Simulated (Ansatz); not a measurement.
## Electronic structure of Se in real space

Input file:

```
crystal:
  lattice:
    - [5.4592760594, -2.7720305215, 0.0]
    - [5.4592760594, 2.7720305215, 0.0]
    - [0.0, 0.0, 5.5317918422]
  atoms:
    - { symbol: Se, position: [8.49967e-05, 0.9999150033, 0.75] }
    - { symbol: Se, position: [0.9999150033, 8.49967e-05, 0.25] }
    - { symbol: Se, position: [0.7590414824, 0.7591213528, 0.25] }
    - { symbol: Se, position: [0.2409585176, 0.2408786472, 0.75] }
    - { symbol: Se, position: [0.7591213528, 0.7590414824, 0.75] }
    - { symbol: Se, position: [0.2408786472, 0.2409585176, 0.25] }
basis:
  ecutwfc: 420
kpoints:
  mp_grid: { grid: [8, 8, 8] }
hamiltonian:
  xc: pbe
scf:
  occupations: { method: gaussian, width: 0.1 }
output:
  forces: true
  stress: true
  eigenvalues: true
  write_density: true
  write_potential: true
  elf: true
  volumetric_format: npy
relax:
  adjacent_minimum: "off"
  f_tol: 0.01
  max_steps: 80
  cell: { stress_tol: 0.05 }
```

Launched as:

```sh
ansatz run input.yaml --threads 1 --pin off --max-ram 2560MiB --backend cpu --events-out ev --progress --plain --runs-dir out
```

The fields are those of the relaxed geometry.

Space group Cmmm; a structure generated by program, which may or may not match a known phase.

The calculation used Ansatz 0.2.0, DFT PBE, scalar-relativistic, plane waves, PAW.

The density is the valence pseudo-density of a PAW calculation; it isn't the true density close to the nuclei.

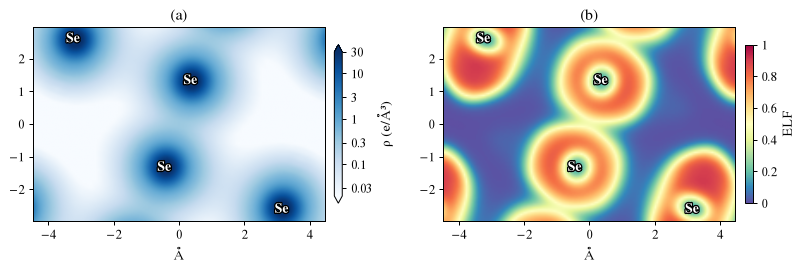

Figure 1. (a) valence electron density; (b) ELF on the (111) plane of the calculation cell.

Q: Read the bonding off the picture.

A:
- The section cuts through Se sites.
- Se–Se (2.78 Å): ρ is about 0.32 e/Å³ halfway; the ELF is about 0.45 at the midpoint.
- Between the atoms the lowest density in this plane is 0.005 e/Å³.

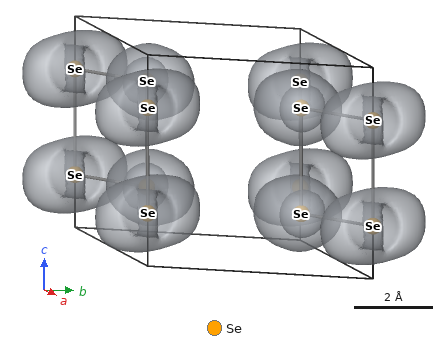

Figure 2. Isosurface of the ELF at 0.7 (grey), seen slightly off an axis. Only the valence region is drawn (cores and ρ < 0.01 e/Å³ removed). Sticks mark near contacts.

Q: Identify the bonds, lone pairs and shells in this picture.

A: The surface consists of six regions wrapped around Se (the valence shell of each), counted in one cell of 6 atoms. Regions shared between cells count once. Profiles from the grid: Se–Se (2.63 Å): the ELF is about 0.55 at the midpoint. Se–Se (2.77 Å): the ELF is about 0.45 at the midpoint.

Q: Does the calculation make it a metal, or give it a gap?

A: It is metallic or semimetallic at this level of theory: no gap opens.
